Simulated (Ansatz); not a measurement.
# Geometry relaxation, with input and output: W (part 2 of 2)

Continued. System: W (I4₁/amd, 2 atoms in the cell). Method: DFT, PBE, PAW with Ansatz's default frozen-core files, scalar-relativistic, no spin polarisation (Ansatz 0.2.0); cutoff 420 eV, 18×18×18 k-mesh, Fermi–Dirac smearing of 0.1 eV. The structure was built on a prototype by a generator; it need not be a known phase. Its volume is 0.72 times that of the source entry. It belongs to a series of runs on one base structure; here: beta_tin relaxed under pressure, PAW files.

Geometry of the input (Å; fractional positions):
```
-2.2095  2.2095  1.2152
2.2095  -2.2095  1.2152
2.2095  2.2095  -1.2152
W  -0.3750  -0.1250  -0.2500
W  0.3750  0.1250  0.2500
```

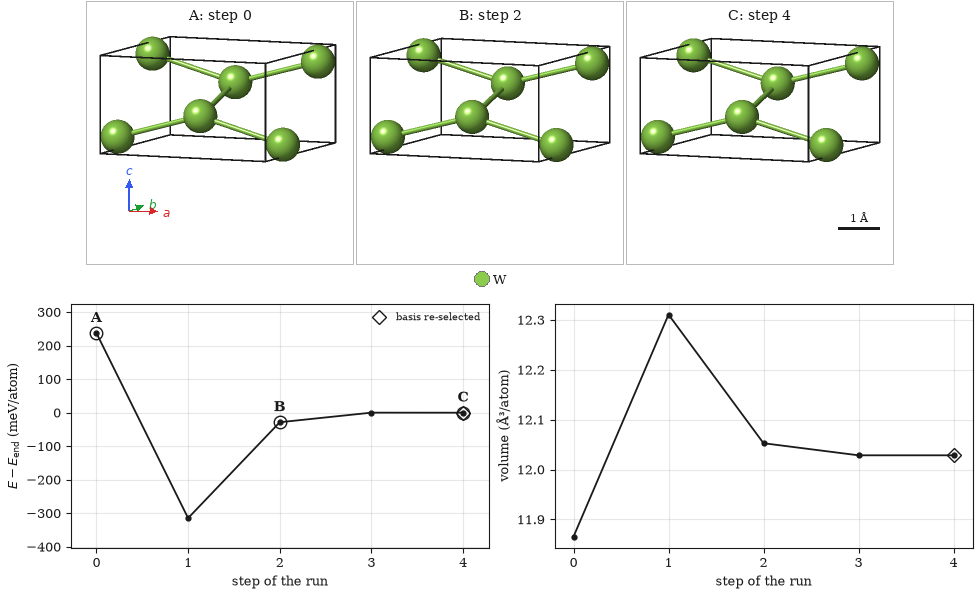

Figure 1. Frames of the relaxation (ball-and-stick view of the cell 2 times as large as that of the calculation, set on its symmetry axes, seen slightly off an axis) above the curves, on which the letters mark them (the first geometry is step 0 here and step 1 in the log).

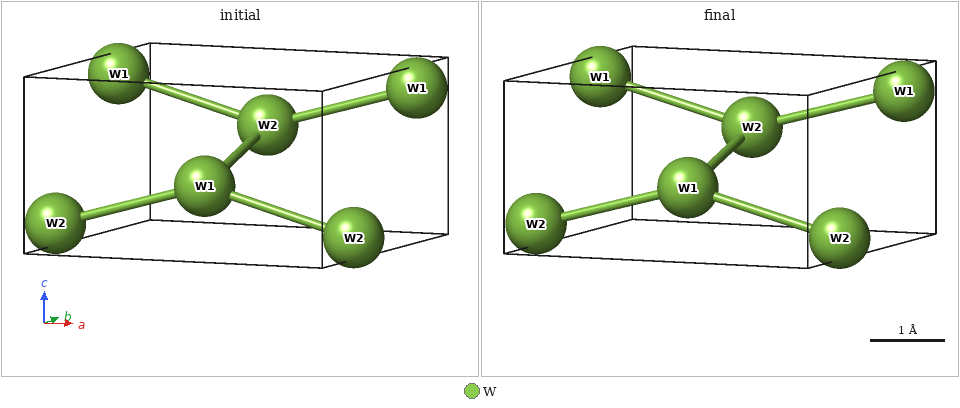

Figure 2. Before (left) and after (right) the relaxation, at one scale (ball-and-stick view of the cell 2 times as large as that of the calculation, set on its symmetry axes, seen slightly off an axis). After 3 geometry steps the energy has fallen by 237 meV per atom. All forces vanish by symmetry, so only the cell relaxes. Pressure: 203.54 GPa at the start and 190.03 GPa at the end. No atom moves by more than 0.005 Å relative to the cell. The volume changes by +1.4 %, with a = b 4.419 → 4.499 Å (+1.8 %), c 2.430 → 2.377 Å (−2.2 %). Among the contacts that change: W1–W1 2.430 → 2.377 Å, W1–W2 2.292 → 2.327 Å. The space group stays I4_1/amd (No. 141). A last SCF at the same geometry on a re-selected plane-wave basis shifts the energy by −0.1 meV per atom. (Atoms are counted from 1 in the order of the input.)

```
basis re-selected at this cell: Δ(F+E_penalty+E_count) = -2.840e-4 eV, ΔP = -0.006 GPa vs the last step (what re-selecting the basis moved, of the pressure what is left beyond the Pulay correction that the steps carried, after the strain that the cell walked since its last selection, with what the two solves' SCF thresholds leave and, on support functions, any second-order correction that the steps lacked; it is no measure of the basis error at this ecutwfc). This SCF's stress stands 6.24e-2 GPa from its target on what of the cell is left free (relax.cell.stress_tol is 9.50e-2 GPa) and its largest allowed force component is 6.94e-18 eV/Å (relax.f_tol is 5.00e-3 eV/Å): within both
SCF converged after 8 iterations
Free energy (F): -20762.612696 eV
Harris-Foulkes:  -20762.612696 eV  (|F-HF|=0.00e0)
Internal energy: -20762.577728 eV  (E = F + TS)
E sigma→0 (E₀):  -20762.595212 eV
Entropy (-TS):   -0.034968 eV (-17.484 meV/atom)
Fermi energy:    30.619087 eV
--- Per-component energies (eV) ---
  E_band       = 50.279830
  E_kinetic    = 942.689733
  E_local      = -887.434073  (includes V_loc(G=0)·N_el)
  E_nonlocal   = 12.981767
  E_hartree    = 365.836296
  E_xc         = -545.382677
  E_vxc        = -492.996036  (∫ρ·V_xc dr)
  E_paw        = -17131.167068  (= ΣΔE_a)
  E_vpaw       = -256.634038  (= ΣTr[D̂ρ^β])
  E_aug_tail   = -0.000116  (compensation charges beyond the density's cutoff)
  E_ewald      = -3520.101592
  E_smearing   = -0.034968  (= −TS)
  E_closure    = -0.000000  (closes the sum)
  Σ components = -20762.612696   (vs F -20762.612696, Δ=0.00e0)
--- Forces (eV/Å), atoms counted from 1 ---
  atom   1  W     -0.00000000     0.00000000     0.00000000
  atom   2  W      0.00000000    -0.00000000     0.00000000
  max |Σ_I F_I| component: 4.34e-19 eV/Å
--- Stress (GPa, compression-positive) ---
      190.062415       0.000000       0.000000
        0.000000     190.062415      -0.000000
        0.000000      -0.000000     189.953600
  P = ⅓ Tr σ = 190.0261 GPa (1900.261 kbar)
--- Band table (eV; the first three rows and the last of 480) ---
  k-point 0: bands = ["-43.5542", "-42.6880", "-9.2409", "-9.2409", "-6.1839", "-6.1839", "-6.1435", "-6.1122", "19.8202", "21.3037", "24.4808", "25.0886", "26.1901", "33.1398", "33.1398", "33.3964", "33.3964", "38.4982"]
  k-point 1: bands = ["-43.5477", "-42.6947", "-9.2251", "-9.2229", "-6.2773", "-6.2172", "-6.1106", "-6.0772", "19.9088", "21.3797", "24.5427", "25.0612", "26.1618", "33.1788", "33.2089", "33.4520", "33.4619", "38.3258"]
  k-point 2: bands = ["-43.5285", "-42.7145", "-9.1778", "-9.1691", "-6.4161", "-6.3148", "-6.1057", "-6.0182", "20.1693", "21.6048", "24.7275", "24.9850", "26.0854", "33.2917", "33.4071", "33.6151", "33.6437", "37.5219"]
  k-point 479: bands = ["-43.1133", "-43.1133", "-9.8884", "-9.8884", "-6.1534", "-6.1534", "-5.7847", "-5.7847", "23.5432", "23.5432", "26.5979", "26.5979", "30.5335", "30.5335", "31.7963", "31.7963", "34.5616", "34.5616"]
--- Relaxed structure (4 steps of the walk, 4 accepted, 1 SCFs on fresh bases) ---
  F+E_penalty+E_count = -20762.61269634 eV   max|allowed force component| = 6.939e-18 eV/Å   (the final SCF, on the basis selected at the relaxed cell)
  cell:  # Å, volume = 24.0572 Å³
    - [-2.2496902533718353, 2.2496902533718353, 1.1883361790135676]
    - [2.2496902533718353, -2.2496902533718353, 1.1883361790135676]
    - [2.2496902533718353, 2.2496902533718353, -1.1883361790135676]
  atoms:
    - { symbol: W, position: [-0.375, -0.12499999999999994, -0.25000000000000006] }
    - { symbol: W, position: [0.375, 0.12499999999999994, 0.25000000000000006] }
```

## File rho_z.tsv
```
# z_ang	rho[e/angstrom^3]
# format = ansatz-planar-average/11
# lattice	-2.249690253	2.249690253	1.188336179
# lattice	2.249690253	-2.249690253	1.188336179
# lattice	2.249690253	2.249690253	-1.188336179
# sites	2
# site	74	0.000000000	-1.124845127	-0.297084045
# site	74	-0.000000000	1.124845127	0.297084045
0.000000	7.593425e-1
0.141509	8.292898e-1
0.283019	1.007031e0
0.424528	1.213684e0
0.566038	1.370889e0
0.707547	1.448707e0
0.849057	1.468179e0
0.990566	1.448707e0
1.132076	1.370889e0
1.273585	1.213684e0
1.415094	1.007031e0
1.556604	8.292898e-1
1.698113	7.593425e-1
1.839623	8.292898e-1
1.981132	1.007031e0
2.122642	1.213684e0
2.264151	1.370889e0
2.405661	1.448707e0
2.547170	1.468179e0
2.688679	1.448707e0
2.830189	1.370889e0
2.971698	1.213684e0
3.113208	1.007031e0
3.254717	8.292898e-1
```

## File v_z.tsv
```
# z_ang	v_es[eV]	v_tot[eV]
# format = ansatz-planar-average/11
# xc	pbe
# density_cutoff_ev	1680
# datasets	W=:simpson_from_first_knot:soft
# lattice	-2.249690253	2.249690253	1.188336179
# lattice	2.249690253	-2.249690253	1.188336179
# lattice	2.249690253	2.249690253	-1.188336179
# sites	2
# site	74	0.000000000	-1.124845127	-0.297084045
# site	74	-0.000000000	1.124845127	0.297084045
0.000000	1.735633e1	3.404514e0
0.141509	1.672070e1	2.548134e0
0.283019	1.504028e1	2.846810e-1
0.424528	1.295764e1	-2.494167e0
0.566038	1.108775e1	-4.931709e0
0.707547	9.806717e0	-6.558750e0
0.849057	9.353803e0	-7.123953e0
0.990566	9.806717e0	-6.558750e0
1.132076	1.108775e1	-4.931709e0
1.273585	1.295764e1	-2.494167e0
1.415094	1.504028e1	2.846810e-1
1.556604	1.672070e1	2.548134e0
1.698113	1.735633e1	3.404514e0
1.839623	1.672070e1	2.548134e0
1.981132	1.504028e1	2.846810e-1
2.122642	1.295764e1	-2.494167e0
2.264151	1.108775e1	-4.931709e0
2.405661	9.806717e0	-6.558750e0
2.547170	9.353803e0	-7.123953e0
2.688679	9.806717e0	-6.558750e0
2.830189	1.108775e1	-4.931709e0
2.971698	1.295764e1	-2.494167e0
3.113208	1.504028e1	2.846810e-1
3.254717	1.672070e1	2.548134e0
```

## Trajectory as extended XYZ (Å, eV, eV/Å), 5 frames, from step=1 to step=5
```
2
Lattice="-2.2095 2.2095 1.2152 2.2095 -2.2095 1.2152 2.2095 2.2095 -1.2152" Properties=species:S:1:pos:R:3:forces:R:3 step=1 energy=-20762.13790 pressure_GPa=203.54
W     0.0000   -1.1048   -0.3038    0.0000   0.0000   0.0000
W     0.0000    1.1048    0.3038    0.0000   0.0000   0.0000
2
Lattice="-2.2745 2.2745 1.1898 2.2745 -2.2745 1.1898 2.2745 2.2745 -1.1898" Properties=species:S:1:pos:R:3:forces:R:3 step=2 energy=-20763.24149 pressure_GPa=170.41
W     0.0000   -1.1373   -0.2974    0.0000   0.0000   0.0000
W     0.0000    1.1373    0.2974    0.0000   0.0000   0.0000
2
Lattice="-2.2511 2.2511 1.1892 2.2511 -2.2511 1.1892 2.2511 2.2511 -1.1892" Properties=species:S:1:pos:R:3:forces:R:3 step=3 energy=-20762.66957 pressure_GPa=188.27
W     0.0000   -1.1256   -0.2973    0.0000   0.0000   0.0000
W     0.0000    1.1256    0.2973    0.0000   0.0000   0.0000
2
Lattice="-2.2497 2.2497 1.1883 2.2497 -2.2497 1.1883 2.2497 2.2497 -1.1883" Properties=species:S:1:pos:R:3:forces:R:3 step=4 energy=-20762.61241 pressure_GPa=190.03
W     0.0000   -1.1248   -0.2971    0.0000   0.0000   0.0000
W     0.0000    1.1248    0.2971    0.0000   0.0000   0.0000
2
Lattice="-2.2497 2.2497 1.1883 2.2497 -2.2497 1.1883 2.2497 2.2497 -1.1883" Properties=species:S:1:pos:R:3:forces:R:3 step=5 energy=-20762.61270 pressure_GPa=190.03
W     0.0000   -1.1248   -0.2971    0.0000   0.0000   0.0000
W     0.0000    1.1248    0.2971    0.0000   0.0000   0.0000
```

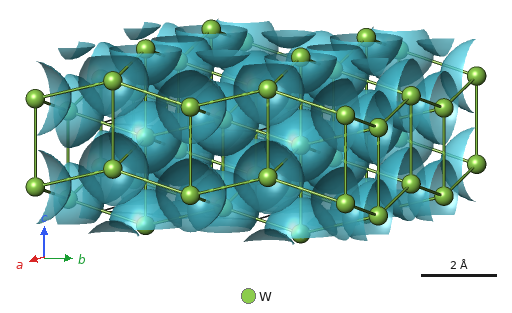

Figure 3. Isosurface of the valence pseudo-density at 1 e/Å³ (cyan), seen slightly off an axis. Sticks mark near contacts. The outline is the cell set on symmetry axes. At this value the density breaks into separate islands; it holds about 70 % of the electrons treated as valence (semicore included). It is pinched off along the W–W (2.33 Å) and W–W (2.38 Å) contacts. On the grid the lowest density along these lines, outside the cores, is 0.83 e/Å³ (W–W, 2.33 Å) and 0.74 e/Å³ (W–W, 2.38 Å). In a PAW calculation such maps are meaningful between the atoms, not at the nuclei.

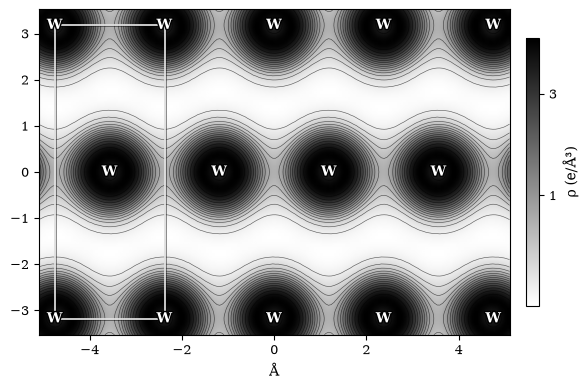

Figure 4. Valence charge density (pseudo) on the (110) plane of the conventional cell. W–W (2.38 Å): the density is about 0.74 e/Å³ at the midpoint. Away from the nuclei the density in this plane falls to 0.3 e/Å³ at its lowest.
